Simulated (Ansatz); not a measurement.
```xyz
2
Lattice="4.0069 0.0000 0.0000 0.0000 0.0000 -6.7154 -2.0034 3.5528 0.0000" Properties=species:S:1:pos:R:3 pbc="T T T"
Sr   -0.6837    2.3686   -5.0366
Sr    2.6871    1.1843   -1.6789
```

Space group P2₁/m; changed on purpose from its base cell (mode 4 frozen in at -0.700 Å, normal strain along x -0.0233); not relaxed (largest force 0.4 eV/Å).

The calculation used Ansatz, DFT LDA, scalar-relativistic, plane waves, PAW.

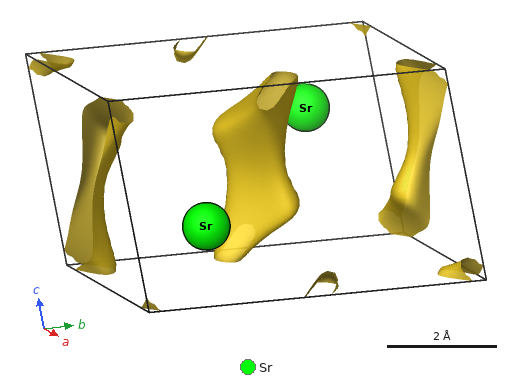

Sr. Isosurface of the electron localisation function at 0.55 (yellow), seen slightly off an axis. Core shells and regions of very low density are left out.

Question: Describe the localisation domains.

Answer: The surface consists of channels that run through the cell in one direction, counted in one cell of 2 atoms. Regions shared between cells count once. There are no localised bonds or lone pairs at this value.

Values along the shortest contacts:
Sr–Sr (3.62 Å): the ELF is about 0.10 at the midpoint (no localised pair shows between them). Sr–Sr (4.01 Å): the ELF is about 0.15 at the midpoint: no localised pair shows between them.

Question: Does the calculation give a band gap?

Answer: It is metallic or semimetallic at this level of theory: no gap opens.
